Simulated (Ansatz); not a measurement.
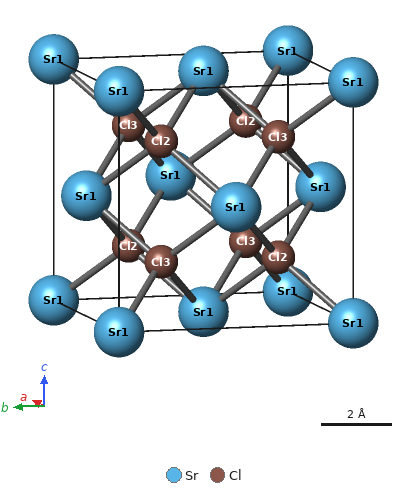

**Figure 1.** The input geometry of run A (ball-and-stick view of the cell 4 times as large as that of the calculation, set on its symmetry axes, seen at an oblique angle; atoms are numbered from 1 in the order of the input). An atom can appear more than once, as a periodic image. Near neighbours in the periodic cell (some may lie outside the picture): Sr has 8 Cl at 3.03 Å; Cl has 4 Sr at 3.03 Å.

## SrCl$_{2}$: a failed or faulty run and its cure

System: SrCl$_{2}$ (3 atoms in the cell).
Method of run A: DFT, r2SCAN, plane waves, PAW, no spin polarisation (Ansatz 0.2.0).

The structure was built on a prototype by a generator. Some settings of this run were made unusual or wrong on purpose. The geometry comes from this level: r2SCAN. Text and figures count atoms from 1; the logs count them from 0 in places.

## The input, run A
```yaml
crystal:
  lattice:
    - [0.0, 3.4977180853, 3.4977180853]
    - [3.4977180853, 0.0, 3.4977180853]
    - [3.4977180853, 3.4977180853, 0.0]
  atoms:
    - { symbol: Sr, position: [0.0, 0.0, 0.0] }
    - { symbol: Cl, position: [0.25, 0.25, 0.25] }
    - { symbol: Cl, position: [0.75, 0.75, 0.75] }
kpoints:
  mp_grid: { grid: [4, 4, 4] }
hamiltonian:
  xc: r2scan
scf:
  occupations: { method: fixed }
  n_extra_bands: 4
  max_iter: 92
output:
  forces: true
  stress: true
  eigenvalues: true
basis:
  ecutrho_ratio: 1
```

Command:
```bash
ansatz run input.yaml --threads 4 --pin off --max-ram 3686MiB --backend cpu --events-out ev --progress --plain --runs-dir out
```

Hardware: 4 threads of Arm Neoverse V1, 112 GiB of memory available, shared host.

## Output, shortened to warnings, some set-up lines, iterations and results (run A)
```
Warning: basis.ecutrho_ratio = 1 (ecutrho = 500 eV) is below the records' recommended 2000 eV
Basis set: ecut = 500 eV, 2109 PW (Γ), exchange–correlation on 120×120×120 points (64 copies of the dense FFT grid, shifted against one another)
Symmetry: 48 space group operations
k-points: 8 of 64
Initial density: superposition of atomic densities (neutral atoms: chi_scale 0, normalization atom), corrected by the library's trained network
[...]
SCF iter   1: F=—  HF=-5730.888348 eV  |F-HF|=—  |Δ(HF+E_count)|=         —  Δρ=4.22e-3  dr2=6.12e-3  dr2_τ=3.02e-2  ethr=1.77e-3  ⟨swp⟩=6.4  Hψ=749  notcnv=0  defer=11
SCF iter   2: F=—  HF=-5730.935304 eV  |F-HF|=—  |Δ(HF+E_count)|=   4.70e-2  Δρ=2.01e-3  dr2=1.31e-3  dr2_τ=6.23e-5  ethr=2.55e-5  ⟨swp⟩=3.1  Hψ=326  notcnv=0  defer=14
SCF iter   3: F=—  HF=-5730.938107 eV  |F-HF|=—  |Δ(HF+E_count)|=   2.80e-3  Δρ=3.31e-4  dr2=3.94e-5  dr2_τ=7.08e-5  ethr=5.46e-6  ⟨swp⟩=3.8  Hψ=269  notcnv=0  defer=14
SCF iter   4: F=—  HF=-5730.938222 eV  |F-HF|=—  |Δ(HF+E_count)|=   1.16e-4  Δρ=1.40e-4  dr2=4.86e-6  dr2_τ=5.93e-6  ethr=1.64e-7  ⟨swp⟩=2.0  Hψ=242  notcnv=0  defer=14
SCF iter   5: F=—  HF=-5730.938256 eV  |F-HF|=—  |Δ(HF+E_count)|=   3.41e-5  Δρ=4.04e-5  dr2=4.21e-7  dr2_τ=2.79e-7  ethr=2.02e-8  ⟨swp⟩=3.0  Hψ=249  notcnv=0  defer=14
SCF iter   6: F=-5730.938258 eV  HF=-5730.938258 eV  |F-HF|=2.28e-7  |Δ(HF+E_count)|=   1.91e-6  Δρ=1.42e-5  dr2=5.05e-8  dr2_τ=6.03e-8  ethr=4.17e-10  ⟨swp⟩=10.1  Hψ=869  …
SCF 1 converged in 6 iterations: F = -5730.938258 eV  dr2 = 5.05e-8
SCF converged after 6 iterations
Free energy (F): -5730.938258 eV
Harris-Foulkes:  -5730.938258 eV  (|F-HF|=2.28e-7)
Internal energy: -5730.938258 eV  (E = F + TS)
E sigma→0 (E₀):  -5730.938258 eV
Fermi energy:    2.675808 eV
--- Per-component energies (eV) ---
  E_band       = -164.186032
  E_kinetic    = 569.085327
  E_local      = -1187.182235  (includes V_loc(G=0)·N_el)
  E_nonlocal   = 259.023889
  E_hartree    = 326.716314
  E_xc         = -373.771925
  E_vxc        = -449.636937  (∫ρ·V_xc dr)
  E_paw        = -4049.015313  (= ΣΔE_a)
  E_vpaw       = -32.553411  (= ΣTr[D̂ρ^β])
  E_aug_tail   = -0.032806  (compensation charges beyond the density's cutoff)
  E_vtau       = 23.680477  (kinetic-family band-sum trace: ∫τ·v_τ [+ j·A + Jᵃ·Aᵃ] dr)
  E_ewald      = -1275.342658
  E_core_change = -0.418850  (= ΣΔE_core)
  E_smearing   = -0.000000  (= −TS)
  E_closure    = 0.000000  (closes the sum)
  Σ components = -5730.938258   (vs F -5730.938258, Δ=0.00e0)
--- Forces (eV/Å), atoms counted from 1 ---
  atom   1  Sr     0.00000000    -0.00000000    -0.00000000
  atom   2  Cl    -0.00000000    -0.00000000    -0.00000000
  atom   3  Cl    -0.00000000    -0.00000000     0.00000000
  max |Σ_I F_I| component: 1.45e-18 eV/Å
--- Stress (GPa, compression-positive) ---
        2.542206      -0.000000      -0.000000
        0.000000       2.542206       0.000000
       -0.000000       0.000000       2.542206
  P = ⅓ Tr σ = 2.5422 GPa (25.422 kbar)
settings of this run that can trade accuracy for cost: basis.ecutrho_ratio < 4. Do not mix this run's numbers with those of runs without the same settings; the input reference describes each key
```

> What went wrong, and how is the input to be mended?

Some settings of this run were drawn to be unusual or wrong. It converged; results that depend on the unusual settings are not reference values. Warnings of the run: the cutoff is below the recommended one.

A run of the same system that converges differs from this input as follows (lines with − go, lines with + come):
```diff
-  max_iter: 92
-basis:
-  ecutrho_ratio: 1
```

## Output, shortened to warnings, some set-up lines, iterations and results (run B)
```
Basis set: ecut = 500 eV, 2109 PW (Γ), exchange–correlation on 160×160×160 points (64 copies of the dense FFT grid, shifted against one another)
Symmetry: 48 space group operations
k-points: 8 of 64
Initial density: superposition of atomic densities (neutral atoms: chi_scale 0, normalization atom), corrected by the library's trained network
[...]
SCF iter   1: F=—  HF=-5730.670680 eV  |F-HF|=—  |Δ(HF+E_count)|=         —  Δρ=3.97e-3  dr2=7.81e-3  dr2_τ=7.57e-3  ethr=1.77e-3  ⟨swp⟩=6.6  Hψ=770  notcnv=0  defer=9
SCF iter   2: F=—  HF=-5730.715652 eV  |F-HF|=—  |Δ(HF+E_count)|=   4.50e-2  Δρ=1.95e-3  dr2=1.63e-3  dr2_τ=1.54e-4  ethr=3.26e-5  ⟨swp⟩=3.0  Hψ=324  notcnv=0  defer=14
SCF iter   3: F=—  HF=-5730.715907 eV  |F-HF|=—  |Δ(HF+E_count)|=   2.55e-4  Δρ=4.98e-4  dr2=1.87e-4  dr2_τ=4.32e-5  ethr=6.81e-6  ⟨swp⟩=3.0  Hψ=253  notcnv=0  defer=14
SCF iter   4: F=—  HF=-5730.715867 eV  |F-HF|=—  |Δ(HF+E_count)|=   4.07e-5  Δρ=6.78e-5  dr2=1.74e-6  dr2_τ=6.50e-7  ethr=7.77e-7  ⟨swp⟩=2.0  Hψ=180  notcnv=0  defer=14
SCF iter   5: F=—  HF=-5730.715878 eV  |F-HF|=—  |Δ(HF+E_count)|=   1.14e-5  Δρ=1.89e-5  dr2=1.99e-7  dr2_τ=3.94e-8  ethr=7.26e-9  ⟨swp⟩=2.0  Hψ=224  notcnv=0  defer=4
SCF iter   6: F=-5730.715878 eV  HF=-5730.715878 eV  |F-HF|=7.71e-9  |Δ(HF+E_count)|=   2.40e-8  Δρ=3.48e-6  dr2=1.30e-8  dr2_τ=8.05e-9  ethr=4.17e-10  ⟨swp⟩=9.2  Hψ=908  …
SCF 1 converged in 6 iterations: F = -5730.715878 eV  dr2 = 1.30e-8
SCF converged after 6 iterations
Free energy (F): -5730.715878 eV
Harris-Foulkes:  -5730.715878 eV  (|F-HF|=7.71e-9)
Internal energy: -5730.715878 eV  (E = F + TS)
E sigma→0 (E₀):  -5730.715878 eV
Fermi energy:    2.649728 eV
--- Per-component energies (eV) ---
  E_band       = -164.492292
  E_kinetic    = 567.920810
  E_local      = -1184.692548  (includes V_loc(G=0)·N_el)
  E_nonlocal   = 257.761450
  E_hartree    = 326.066070
  E_xc         = -373.226058
  E_vxc        = -448.890684  (∫ρ·V_xc dr)
  E_paw        = -4048.784164  (= ΣΔE_a)
  E_vpaw       = -32.305696  (= ΣTr[D̂ρ^β])
  E_aug_tail   = 0.000071  (compensation charges beyond the density's cutoff)
  E_vtau       = 23.582223  (kinetic-family band-sum trace: ∫τ·v_τ [+ j·A + Jᵃ·Aᵃ] dr)
  E_ewald      = -1275.342658
  E_core_change = -0.418850  (= ΣΔE_core)
  E_smearing   = -0.000000  (= −TS)
  E_closure    = -0.000000  (closes the sum)
  Σ components = -5730.715878   (vs F -5730.715878, Δ=0.00e0)
--- Forces (eV/Å), atoms counted from 1 ---
  atom   1  Sr    -0.00000000     0.00000000     0.00000000
  atom   2  Cl     0.00000000    -0.00000000    -0.00000000
  atom   3  Cl    -0.00000000     0.00000000    -0.00000000
  max |Σ_I F_I| component: 5.78e-19 eV/Å
--- Stress (GPa, compression-positive) ---
       -0.015419      -0.000000      -0.000000
       -0.000000      -0.015419       0.000000
       -0.000000      -0.000000      -0.015419
  P = ⅓ Tr σ = -0.0154 GPa (-0.154 kbar)
```

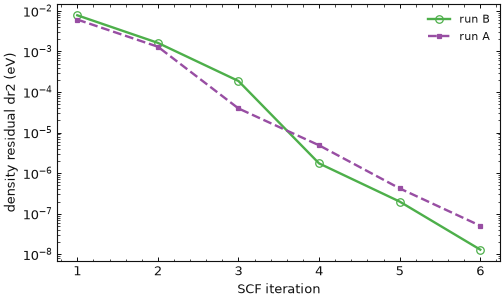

**Figure 2.** Convergence of the two runs: density residual dr2 against the SCF iteration. Run B takes 6 iterations in all, and run A takes 6.

## The two runs side by side

| quantity | run A | run B |
| --- | --- | --- |
| outcome | converged | converged |
| free energy per atom (eV) | −1910.3128 | −1910.2386 |
| gap on the mesh (eV) | 5.91 | 5.94 |
| pressure (GPa) | 2.54 | −0.02 |
| largest force (eV/Å) | 0.000 | 0.000 |
| SCF iterations | 6 | 6 |
| irreducible k-points | 8 | 8 |
| plane waves at Γ | 2109 | 2109 |
| wall time (shared host) | 1.1 s | 1.1 s |

The free energy of run B is 74.1 meV per atom higher, which comes mainly from the change of cutoff or grids; a solver setting shouldn't move a converged energy. The pressure goes from 2.54 to −0.02 GPa. The number of SCF iterations is the same.
